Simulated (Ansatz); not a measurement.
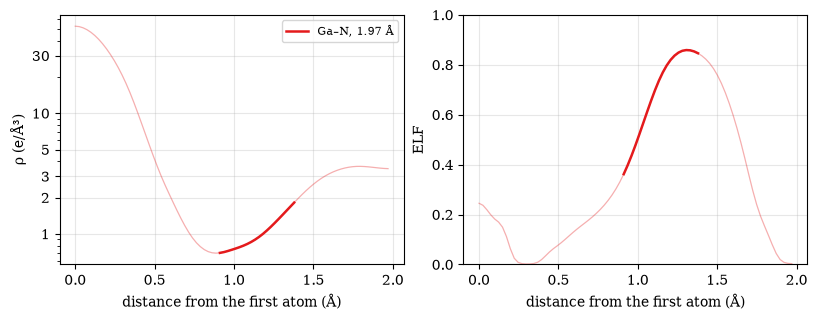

*GaN. Valence electron density and electron localisation function along straight lines between neighbouring atoms. Thin, pale parts lie inside the atomic spheres.*

Space group F-43m; a structure from a database of computed crystals, not necessarily the ambient phase.

The calculation used DFT PBE, scalar-relativistic, plane waves, PAW in Ansatz 0.2.0.

Core electrons are frozen (PAW), and the valence fields are smoothed inside the atomic spheres.

Question: What can be read from the curves?

Answer: Ga–N (1.97 Å): ρ is about 0.74 e/Å³ halfway; the ELF peaks at about 0.85 in the valence shell of N, 0.7 Å from its nucleus, and is about 0.50 at the midpoint.
